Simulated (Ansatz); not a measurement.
Input file:

```
crystal:
  lattice:
    - [0.1071741231, 2.225074595, 2.167530037]
    - [2.0685014751, 0.1181545781, 2.156549582]
    - [2.2527133883, 2.3983060532, -0.0660573351]
  atoms:
    - { symbol: Al, position: [-0.0015515374, 0.0040312659, -0.0016331834] }
    - { symbol: "N", position: [0.7515515374, 0.7459687341, 0.7516331834] }
basis:
  ecutwfc: 500
kpoints:
  mp_grid: { grid: [8, 8, 8] }
hamiltonian:
  xc: r2scan
scf:
  occupations: { method: gaussian, width: 0.05 }
output:
  forces: true
  stress: true
  eigenvalues: true
  write_density: true
  write_potential: true
  elf: true
  volumetric_format: npy
```

Run with:

```sh
ansatz run input.yaml --threads 1 --pin off --max-ram 2560MiB --backend cpu --events-out ev --progress --plain --runs-dir out
```

Below, planes, directions and counts refer to the conventional cell (a = 2.88 Å, b = 2.99 Å, c = 3.10 Å, α = 92.21°, β = 115.67°, γ = 116.08°).

Space group P1; a structure from a database of computed crystals, not necessarily the ambient phase; not relaxed (largest force 1.5 eV/Å); computed pressure about 6 GPa in this cell.

Method: Ansatz 0.2.0, DFT r2SCAN, scalar-relativistic, plane waves, PAW.

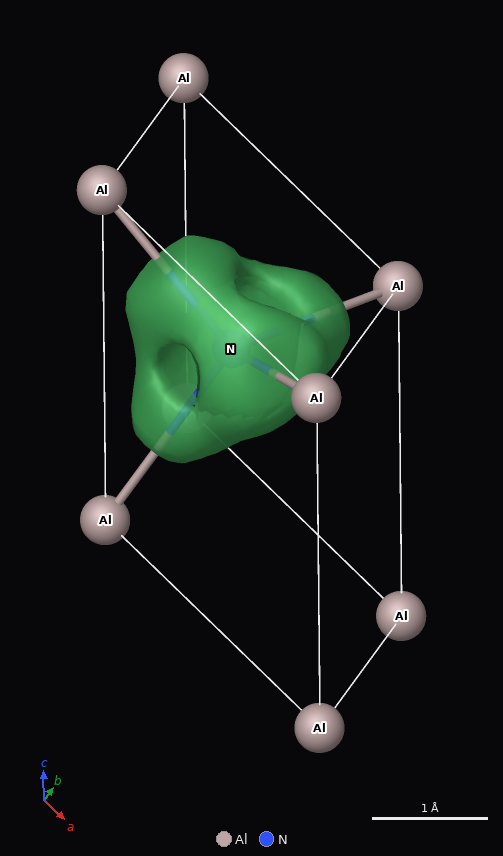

AlN. Isosurface of the ELF at 0.8 (green), seen slightly off an axis. Only the valence region is drawn (cores and ρ < 0.01 e/Å³ removed). Sticks mark near contacts.

**Where are the electrons localised?**

The surface consists of one region on N in which the atom's valence shell and bonds are merged, counted in one cell of 2 atoms. Regions shared between cells count once. Along the contacts the grid gives the following. Al–N (1.78 Å): the ELF peaks at about 0.90 in the valence shell of N, 0.7 Å from its nucleus, and is about 0.85 at the midpoint. Al–N (1.94 Å): the ELF peaks at about 0.90 in the valence shell of N, 0.8 Å from its nucleus, and is about 0.85 at the midpoint.

**Does the calculation give a band gap?**

It is gapped, with a Kohn–Sham gap of 3.2 eV on the k-point mesh (the band edges may lie off the mesh, which would make the gap smaller).
